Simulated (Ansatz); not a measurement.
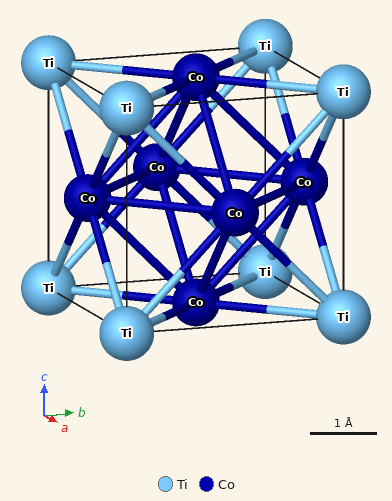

Lattice vibrations of a crystal of TiCo₃, space group Pm-3m (No. 221), at the zone centre. The picture is a ball-and-stick view of the cell of the calculation, seen slightly off an axis.

Method: Ansatz, DFT LDA, scalar-relativistic, plane waves, PAW.

The input:
```yaml
crystal:
  lattice:
    - [3.4942213289, 0.0, 0.0]
    - [0.0, 3.4942213289, 0.0]
    - [0.0, 0.0, 3.4942213289]
  atoms:
    - { symbol: Ti, position: [0.0, 0.0, 0.0] }
    - { symbol: Co, position: [0.0, 0.5, 0.5] }
    - { symbol: Co, position: [0.5, 0.0, 0.5] }
    - { symbol: Co, position: [0.5, 0.5, 0.0] }
basis:
  ecutwfc: 420
kpoints:
  mp_grid: { grid: [12, 12, 12] }
hamiltonian:
  xc: lda
scf:
  occupations: { method: fermi_dirac, width: 0.15 }
output:
  eigenvalues: true
phonons:
  method: dfpt
  eigenvectors: true
```

Run as
```bash
ansatz run input.yaml --threads 2 --pin off --max-ram 6144MiB --backend cpu --events-out ev --progress --plain --runs-dir out
```

The frequencies depend somewhat on the k-mesh and the smearing.

### List the optical modes.

The calculation's cell holds 4 atoms, so there are 9 optical modes, in 3 levels. The optical modes span 2T₁u + T₂u. No level is unstable.

```tsv
level	symmetry	frequency (cm⁻¹)	activity
1	T₁u	205	infrared-active
2	T₂u	230	silent
3	T₁u	298	infrared-active
```

The crystal is a metal, so free carriers screen the infrared response.

The modes drawn as arrows (one member of each degenerate set):

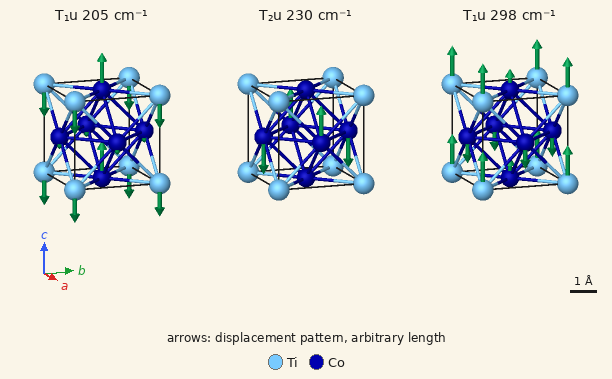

Limits of the set-up: an element that often carries a moment was run without spin polarisation.
